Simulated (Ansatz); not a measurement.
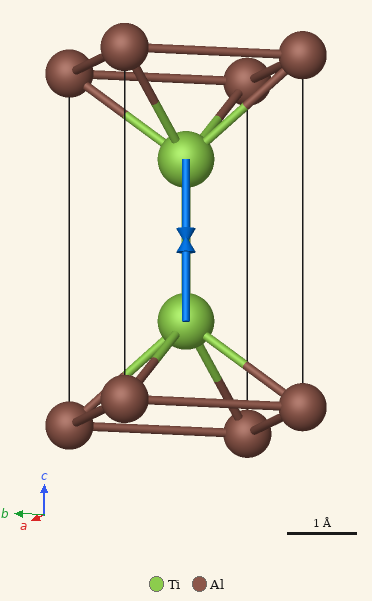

A relaxation of solid Ti$_{2}$Al (a generated structure, set up in P4/mmm) (coarse preliminary run). The starting structure is drawn; blue arrows show the displacements (the part carried along by the change of the cell is left out), 10 times their true length.

The picture is a ball-and-stick view of the cell of the calculation, seen from a free direction.

Computed with DFT PBE, scalar-relativistic, plane waves, PAW (Ansatz). (plane-wave cutoff 420 eV; k-point mesh 6 × 6 × 4; occupations gaussian; smearing width 0.1 eV; no spin polarisation; cell and atoms relaxed; force threshold 0.04 eV/Å; at most 70 steps)

Which element moves most?

Answer. Titanium: up to 0.13 Å, against 0.00 Å for aluminium.

What did the optimiser do to the structure, and how much energy did it gain?

Answer. The largest moves relative to the cell, 0.13 Å, are those of Ti atoms. Al stays in place. Cell: a = b 2.735 → 2.786 Å (+1.9 %), c 5.226 → 6.744 Å (+29.1 %). Volume +33.9 %. Among the contacts that change: Ti–Ti 2.822 → 3.896 Å, Ti–Ti 2.404 → 2.848 Å, Al–Ti 2.394 → 2.771 Å, Ti–Ti 2.735 → 2.786 Å. The space group stays P4/mmm (No. 123). After 8 accepted moves (10 points after the start) the energy has fallen by 1002 meV per atom. The largest force component goes from 3.6 to 0.027 eV/Å. The pressure goes from 59.61 to −0.08 GPa. The SCF was repeated twice at an unchanged geometry on a basis and grid sized afresh for the cell, which shifted the energy by 37.0 meV per atom at most. Cost: 41 s on 1 thread of Intel(R) Xeon(R) Processor @ 2.50GHz (Skylake/Cascade Lake), with other jobs on the host, peak memory 0.37 GiB.

Limits of the set-up: the k-point mesh is coarse for a cell with partly filled bands.
